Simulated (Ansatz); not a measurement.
System: Cu.

Space group Fm-3m.

```
Cu
1.0
     3.61500    0.00000    0.00000
     0.00000    3.61500    0.00000
     0.00000    0.00000    3.61500
Cu
4
Direct
  0.00000 0.00000 0.00000
  0.50000 0.50000 0.00000
  0.50000 0.00000 0.50000
  0.00000 0.50000 0.50000
```

Method: DFT PBE, scalar-relativistic, plane waves, PAW (Ansatz 0.2.0).

**Predict the deformation density (crystal less neutral atoms): where will charge gather?**

Cu–Cu (2.56 Å): Δρ is +0.04 e/Å³ at the midpoint.
- Over the whole cell, outside the masked cores, the largest gain, 0.05 e/Å³, lies 1.5 Å from a copper nucleus, and the largest loss lies at the edge of the masked core of Cu.
- The rearranged charge, half the integral of |Δρ|, is about 0.25 e an atom.

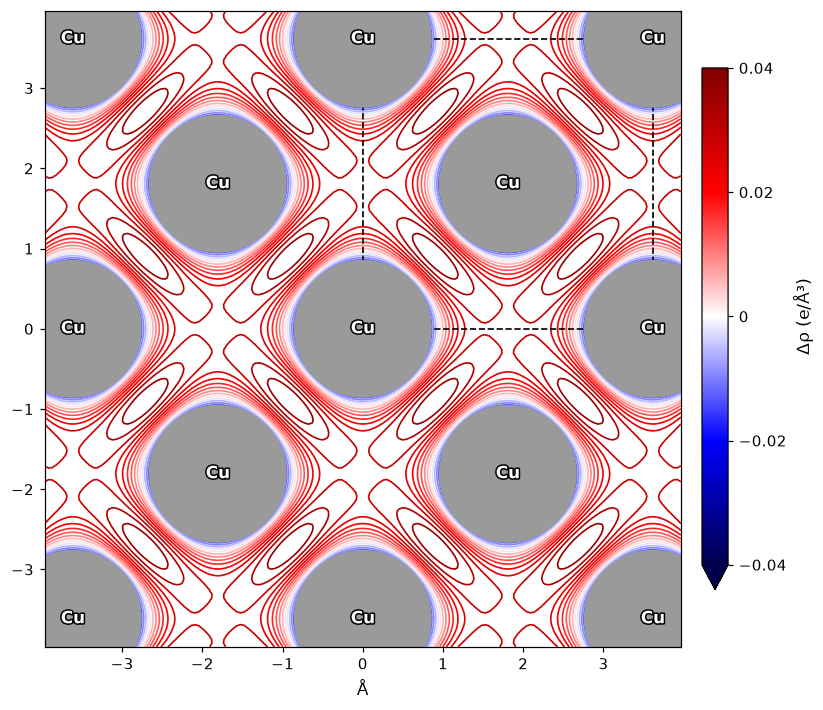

Computed deformation density: a map on the (100) plane of the conventional cell, with grey discs over the atomic cores.

Cores are masked to 0.9 Å (Cu).

In a PAW calculation such maps are meaningful between the atoms, not at the nuclei.
